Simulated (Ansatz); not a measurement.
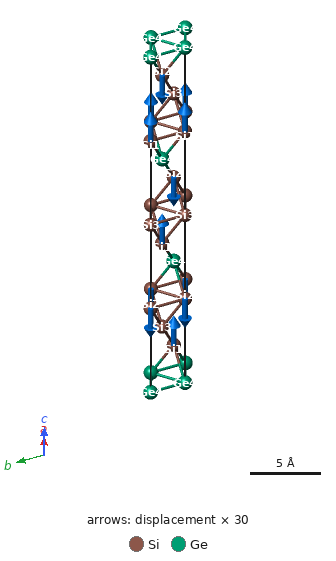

A relaxation of crystalline Si₃Ge (a generated structure, set up in R-3m) (coarse preliminary run). The starting structure is drawn; blue arrows show the displacements (the part carried along by the change of the cell is left out), 30 times their true length.

Style: ball-and-stick. Shown: the conventional cell (3 times the calculation's cell), from a free direction. Lengths and directions refer to the drawn axes.

Method: Ansatz 0.2.0, DFT PBE, scalar-relativistic, plane waves, PAW. Set-up: plane-wave cutoff 420 eV; k-point mesh 6 × 6 × 6; occupations gaussian; smearing width 0.1 eV; no spin polarisation; cell and atoms relaxed; force threshold 0.04 eV/Å; at most 70 steps.

> Which element moves most?

Silicon: up to 0.081 Å, against 0.000 Å for germanium.

> What did the optimiser do to the structure, and how much energy did it gain?

The largest moves relative to the cell, 0.081 Å, are those of Si1 and Si2. Si2 goes along −c. Ge stays in place. Cell: a = b 2.841 → 2.668 Å (−6.1 %), c 27.838 → 32.124 Å (+15.4 %). Volume +1.7 %. Among the contacts that change: Si1–Ge4 2.841 → 3.159 Å, Si1–Si3 2.841 → 3.018 Å, Si1–Si1 2.841 → 2.668 Å, Ge4–Ge4 2.841 → 2.668 Å. The space group stays R-3m (No. 166). The energy falls by 0.319 eV per cell of the calculation in 8 accepted moves (9 points after the start). The largest force component goes from 0.53 to 0.0068 eV/Å. Pressure: −1.74 GPa at the start and 0.12 GPa at the end. At 1 point the geometry stayed and the basis and grid were re-selected for the new cell (energy shift of 7.5 meV per cell of the calculation at most each time).
